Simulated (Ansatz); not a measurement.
Structure of Si:

```yaml
crystal:
  lattice:
    - [3.86557, 0.00000, 0.00000]
    - [0.00000, 3.86557, 0.00000]
    - [0.00000, 0.00000, 3.86557]
  atoms:
    - { symbol: Si, position: [0.00000, 0.00000, 0.00000] }
    - { symbol: Si, position: [0.00000, 0.50000, 0.50000] }
    - { symbol: Si, position: [0.50000, 0.00000, 0.50000] }
    - { symbol: Si, position: [0.50000, 0.50000, 0.00000] }
```

Structure used: the end point of a relaxation with DFT, PBE, plane waves (420 eV) with PAW, scalar-relativistic in Ansatz; the starting structure was generated, so it need not be a known form of this composition.

Question: Which powder rings are expected with 200 kV electrons? List the innermost 4, leaving out those under 3 % of the strongest.

Answer:
```
ring     radius  d (Å)  hkl
   1  4.48 nm⁻¹   2.23  111
   2  5.17 nm⁻¹  1.933  200
   3  7.32 nm⁻¹  1.367  220
   4  8.58 nm⁻¹  1.166  311
```

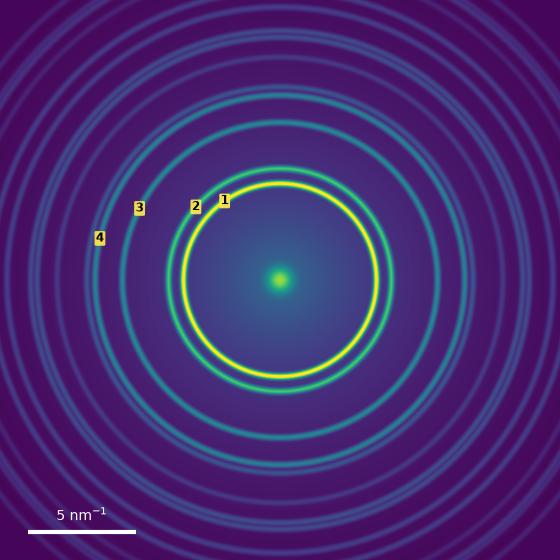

Simulated electron diffraction rings at 200 kV (λ = 0.0251 Å), scale in nm⁻¹ (radius = 1/d), for a fine-grained powder without texture. Kinematic intensities with B = 0.8 Å² for all atoms, without multiple scattering; brightness goes as intensity to the power 0.4, clipped at the top. Reflections closer than the ring width show as one ring. The numbers mark the rings of the table.
